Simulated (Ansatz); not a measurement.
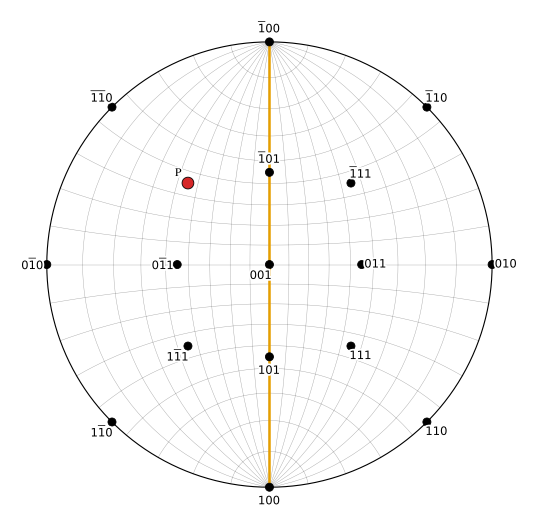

For Mo, the input geometry of an electronic-structure calculation (not necessarily at equilibrium); the starting structure was generated, so it need not be a known form of this composition: stereographic projection of plane normals (upper hemisphere) centred on (0 0 1). All values are computed from the atomic coordinates in the standard setting (tolerance 0.002 Å).

a = 3.963 Å, b = 3.963 Å, c = 3.963 Å, α = 90.00°, β = 90.00°, γ = 90.00°.

> Index the pole marked P.

P is (−1 −1 1), 54.7° from the centre.

> Which zone does the coloured great circle trace?

The zone [0 1 0]: its poles satisfy k = 0.

> What is the angle between the normals of (1 −1 0) and (−1 0 1), and what are their d_hkl = 1/|g|?

120.0°; d = 2.803 Å and 2.803 Å.
